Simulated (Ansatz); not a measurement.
CsPbBr3

```yaml
crystal:
  lattice:
    - [8.53250, 0.00000, 0.00000]
    - [-4.26625, 7.38936, 0.00000]
    - [0.00000, 0.00000, 10.61171]
  atoms:
    - { symbol: Cs, position: [0.00000, 0.00000, 0.02189] }
    - { symbol: Cs, position: [0.66667, 0.33333, 0.35522] }
    - { symbol: Cs, position: [0.33333, 0.66667, 0.68856] }
    - { symbol: Pb, position: [0.33333, 0.66667, 0.15657] }
    - { symbol: Pb, position: [0.00000, 0.00000, 0.48991] }
    - { symbol: Pb, position: [0.66667, 0.33333, 0.82324] }
    - { symbol: Br, position: [0.16407, 0.32814, 0.31473] }
    - { symbol: Br, position: [0.83074, 0.66147, 0.64807] }
    - { symbol: Br, position: [0.49740, 0.99481, 0.98140] }
    - { symbol: Br, position: [0.16407, 0.83593, 0.31473] }
    - { symbol: Br, position: [0.83074, 0.16926, 0.64807] }
    - { symbol: Br, position: [0.49740, 0.50260, 0.98140] }
    - { symbol: Br, position: [0.67186, 0.83593, 0.31473] }
    - { symbol: Br, position: [0.33853, 0.16926, 0.64807] }
    - { symbol: Br, position: [0.00519, 0.50260, 0.98140] }
```

Space group R3m; a structure from a database of computed crystals, not necessarily the ambient phase; a generated structure, not necessarily the stable one; changed on purpose from its base cell (volume × 1.03, shape and atoms relaxed).

Theory: DFT PBE, scalar-relativistic, plane waves, PAW in Ansatz 0.2.0.

> What will maps of the valence pseudo-density and electron localisation function show?

Cs–Br (4.29 Å): the density is about 0.02 e/Å³ at the midpoint; the ELF is about 0 at the midpoint: a largely ionic contact.

> Does the calculation give a band gap?

It is gapped, with a Kohn–Sham gap of 1.9 eV on the k-point mesh, an upper bound to the gap of this method.

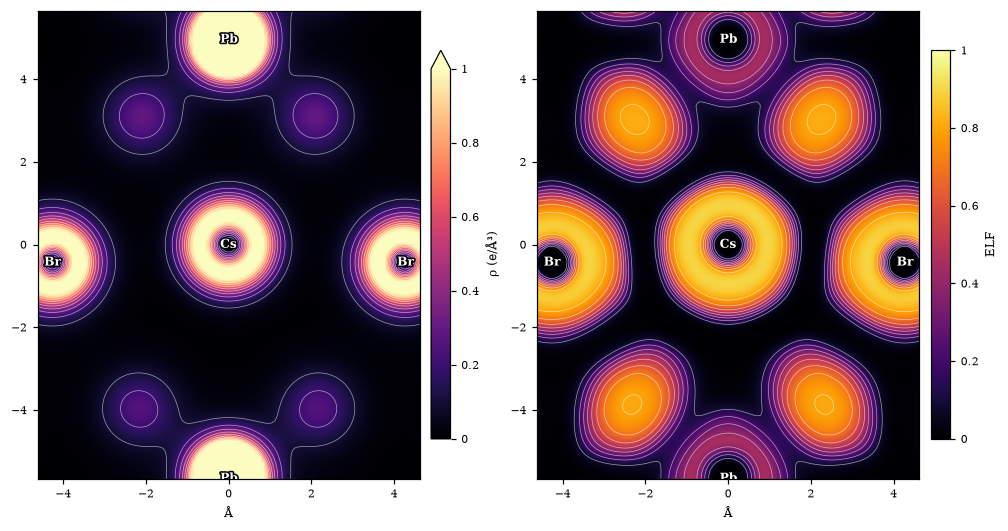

Computed valence pseudo-density and electron localisation function on the (100) plane of the conventional cell, in this order. 

Core electrons are frozen (PAW), and the valence fields are smoothed inside the atomic spheres.
